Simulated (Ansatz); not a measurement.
## Electronic structure of Si$_{12}$H$_{6}$C (slab) in real space

The calculation's input:

```
crystal:
  lattice:
    - [7.680594, 0.0, 0.0]
    - [0.0, 7.680594, 0.0]
    - [0.0, 0.0, 22.80875]
  atoms:
    - { symbol: Si, position: [0.07627, 0.0, 0.678889] }
    - { symbol: Si, position: [0.129869, 0.5, 0.639132] }
    - { symbol: Si, position: [0.38516, 0.0, 0.656293] }
    - { symbol: Si, position: [0.41945, 0.5, 0.670456] }
    - { symbol: Si, position: [0.014272, 0.231502, 0.611002] }
    - { symbol: Si, position: [0.014272, 0.768498, 0.611002] }
    - { symbol: Si, position: [0.485609, 0.260698, 0.608192] }
    - { symbol: Si, position: [0.485609, 0.739302, 0.608192] }
    - { symbol: Si, position: [0.248939, 0.24757, 0.543048] }
    - { symbol: Si, position: [0.248939, 0.75243, 0.543048] }
    - { symbol: Si, position: [0.752484, 0.248587, 0.554553] }
    - { symbol: Si, position: [0.752484, 0.751413, 0.554553] }
    - { symbol: Si, position: [0.2464, 0.0, 0.483538] }
    - { symbol: Si, position: [0.252762, 0.5, 0.485513] }
    - { symbol: Si, position: [0.747099, 0.0, 0.492087] }
    - { symbol: Si, position: [0.752983, 0.5, 0.49281] }
    - { symbol: Si, position: [-0.008016, 0.0, 0.427904] }
    - { symbol: Si, position: [-0.00196, 0.5, 0.428678] }
    - { symbol: Si, position: [0.502423, 0.0, 0.428093] }
    - { symbol: Si, position: [0.50665, 0.5, 0.428724] }
    - { symbol: Si, position: [0.0, 0.25, 0.369157] }
    - { symbol: Si, position: [0.0, 0.75, 0.369157] }
    - { symbol: Si, position: [0.5, 0.25, 0.369157] }
    - { symbol: Si, position: [0.5, 0.75, 0.369157] }
    - { symbol: H, position: [-0.15103, 0.25, 0.328821] }
    - { symbol: H, position: [0.15103, 0.25, 0.328821] }
    - { symbol: H, position: [-0.15103, 0.75, 0.328821] }
    - { symbol: H, position: [0.15103, 0.75, 0.328821] }
    - { symbol: H, position: [0.34897, 0.25, 0.328821] }
    - { symbol: H, position: [0.65103, 0.25, 0.328821] }
    - { symbol: H, position: [0.34897, 0.75, 0.328821] }
    - { symbol: H, position: [0.65103, 0.75, 0.328821] }
    - { symbol: C, position: [0.512369, -0.090065, 0.73814] }
    - { symbol: C, position: [0.512369, 0.090065, 0.73814] }
    - { symbol: H, position: [0.404198, -0.164698, 0.756367] }
    - { symbol: H, position: [0.630195, -0.162678, 0.727658] }
    - { symbol: H, position: [0.404198, 0.164698, 0.756367] }
    - { symbol: H, position: [0.630195, 0.162678, 0.727658] }
scf:
  occupations: { method: gaussian, width: 0.05 }
output:
  forces: true
  write_density: true
  write_potential: true
  elf: true
  volumetric_format: npy
hamiltonian:
  xc: pbe
  dispersion: d3bj
kpoints:
  mp_grid: { grid: [3, 3, 1] }
efield:
  axis: 3
  dipole_correction: true
relax:
  f_tol: 0.01
  max_steps: 80
  constraints: [{ sites: [20, 21, 22, 23, 24, 25, 26, 27, 28, 29, 30, 31] }]
```

Launched as:

```sh
ansatz run input.yaml --threads 8 --pin off --max-ram 22528MiB --backend cpu --events-out ev --progress --plain --runs-dir out
```

The fields are those of the relaxed geometry.

Computed with DFT PBE+D3(BJ), scalar-relativistic, plane waves, PAW in Ansatz 0.2.0.

Core electrons are frozen (PAW), and the valence fields are smoothed inside the atomic spheres.

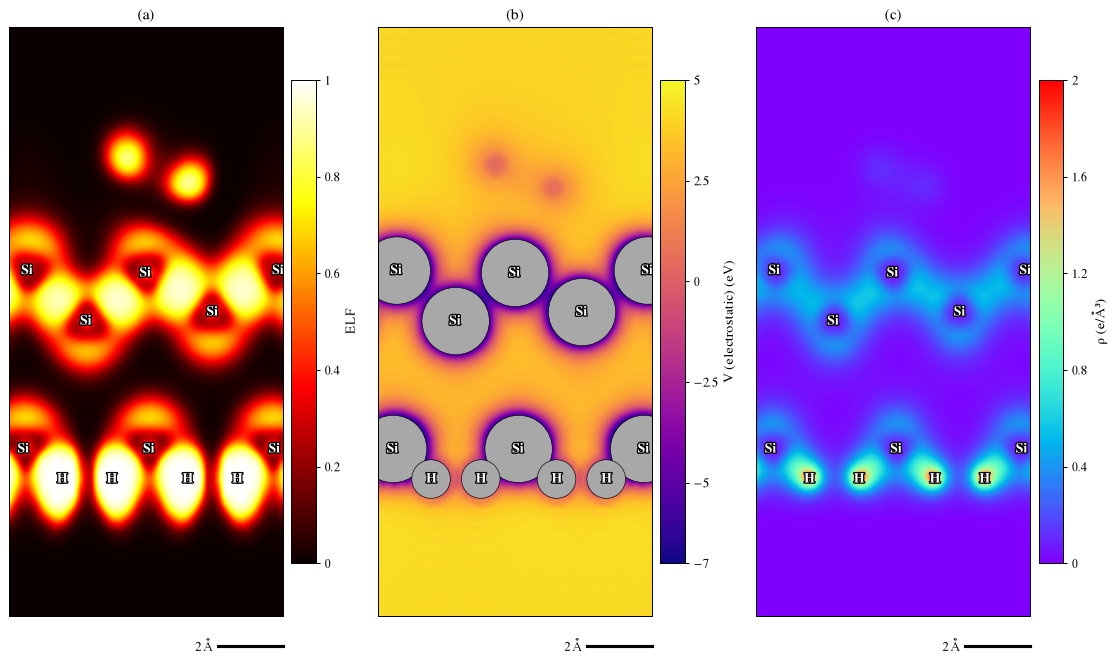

Figure 1. (a) ELF; (b) electrostatic potential energy of an electron; (c) valence pseudo-density on the (010) plane of the calculation cell, a cut from vacuum to vacuum. Grey discs cover the atomic cores in the potential map.

### Describe what can be read from this map.

- The plane passes through Si and H nuclei.
- Si–H (1.48 Å): ρ at the midpoint is about 0.74 e/Å³; the ELF is about 1 at the midpoint; an ordinary covalent bond to hydrogen.
- Si–Si (2.34 Å): the density is about 0.58 e/Å³ at the midpoint; the ELF peaks at about 0.95 between the atoms, as expected for a shared electron pair.
- Si–Si (2.38 Å): the density is about 0.53 e/Å³ at the midpoint; the ELF peaks at about 0.95 between the atoms; a shared electron pair.
- The density dies away to nearly zero in the vacuum.
- Outside the cores the potential energy rises away from the atoms and is highest in the vacuum; its zero is arbitrary.

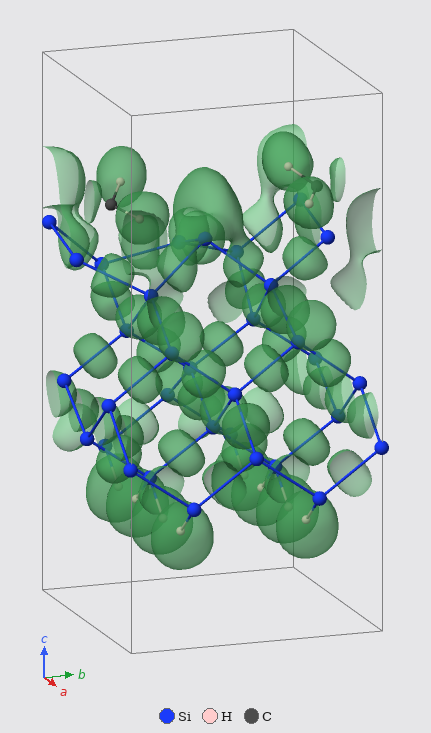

Figure 2. Isosurface of the electron localisation function at 0.8 (green), seen slightly off an axis. Only the valence region is drawn (cores and ρ < 0.01 e/Å³ removed). Sticks mark near contacts.

### Identify the bonds, lone pairs and shells in this picture.

At this value the surface marks out one region between bonded C–C atoms (shared pairs), 36 regions between bonded Si–Si atoms (shared pairs), twelve regions around hydrogen nuclei and two regions on Si in which the atom's valence shell and bonds are merged, counted in one cell of 38 atoms. Counts are for one cell; the picture repeats the cell along the surface.


C–H (1.09 Å): the ELF climbs to about 1 towards the hydrogen, as it does in any bond to H (an ordinary covalent bond to hydrogen). C–C (1.38 Å): the ELF peaks at about 0.90 between the atoms (localised, covalent bonding).

### Does the calculation give a band gap?

It is gapped, with a Kohn–Sham gap of 0.75 eV on the k-point mesh, an upper bound to the gap of this method.
